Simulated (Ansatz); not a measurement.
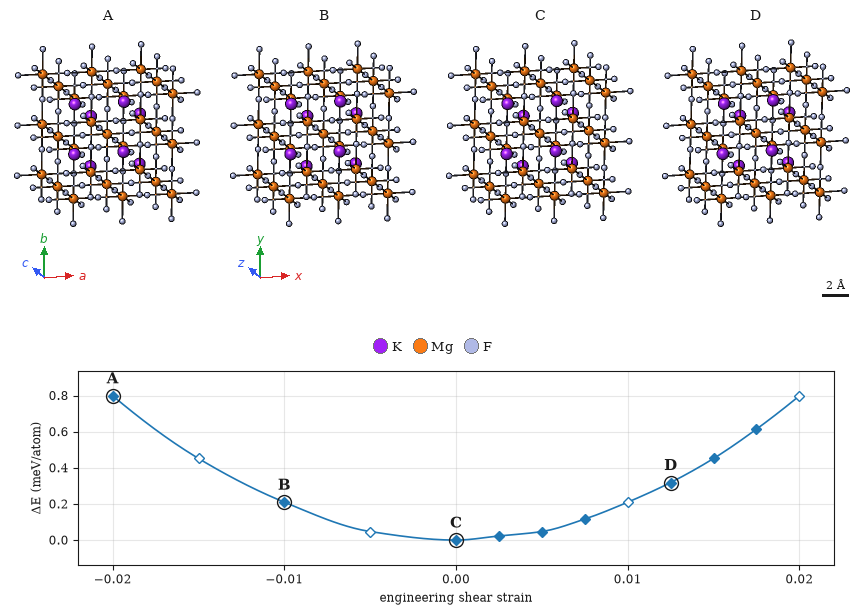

A scan of a crystal of KMgF3 (Pm-3m): the cell is strained in shear in the xy plane, with the atoms kept at their fractional coordinates. x, y and z are the Cartesian axes of the input. The lettered frames are marked on the plot. Hollow markers are points alike by symmetry, not computed again. Style: ball-and-stick. Shown: the cell of the calculation, repeated 2 × 2 × 2 with one cell outlined, along the c axis, with a slight tilt.

Method: DFT PBE, scalar-relativistic, plane waves, PAW (Ansatz 0.2.0). (plane-wave cutoff 420 eV; k-point mesh 6 × 6 × 6; occupations gaussian; smearing width 0.05 eV; no spin polarisation). Energies (free energies at the smearing named) are counted from the cell as listed in its source, which wasn't relaxed.

What does the scan show?

Of the computed points the lowest is at the strain 0.00, 0.00 meV/atom. The end points stand at 0.80 meV/atom (−0.02) and 0.80 meV/atom (0.02). The unrelaxed reference is under a pressure of 3.8 GPa. The distortion takes the space group from Pm-3m to Cmmm. At the strain −0.02 the cell of the drawing goes γ 90.0° → 91.1°.

The computed points:

```tsv
engineering shear strain	ΔE (meV/atom)
−0.0200	0.80
−0.0150	0.45
−0.0100	0.21
−0.0050	0.05
0.0000	0.00
0.0025	0.02
0.0050	0.05
0.0075	0.12
0.0100	0.21
0.0125	0.32
0.0150	0.45
0.0175	0.61
0.0200	0.80
```

Points that are alike by symmetry were computed once.
